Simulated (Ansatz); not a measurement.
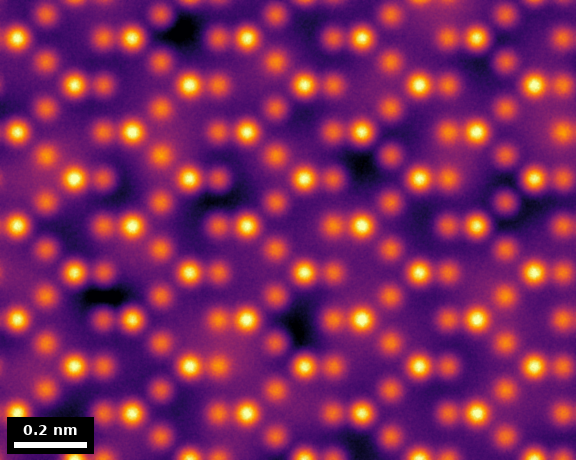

Dark-field STEM-like image of Co (Pm-3n, No. 223). Simulated incoherent Z contrast: every atom adds Z^1.7 spread by a probe of 0.50 Å full width; channelling and multiple scattering are left out. The display is stretched by a gamma of 0.65; percentages refer to the linear signal. Shot noise and the speckle of an amorphous layer were added. Structure used: the input geometry of a calculation; the starting structure was generated, so it need not be a known form of this composition.

```
Co
1.0
     4.49782    0.00000    0.00000
     0.00000    4.49782    0.00000
     0.00000    0.00000    4.49782
Co
8
Direct
  0.00000 0.00000 0.00000
  0.50000 0.50000 0.50000
  0.25000 0.00000 0.50000
  0.75000 0.00000 0.50000
  0.50000 0.25000 0.00000
  0.50000 0.75000 0.00000
  0.00000 0.50000 0.25000
  0.00000 0.50000 0.75000
```

Along which zone axis is the crystal seen: [210], [001], [211] or [110]? (Directions equivalent by symmetry count as one.)

[211]. The projected cells are 2.01 × 4.50 Å, 90° for [210]; 4.50 × 4.50 Å, 90° for [001]; 2.60 × 3.18 Å, 90° for [211]; 2.25 × 3.18 Å, 90° for [110], and the image repeats as the [211] one does.
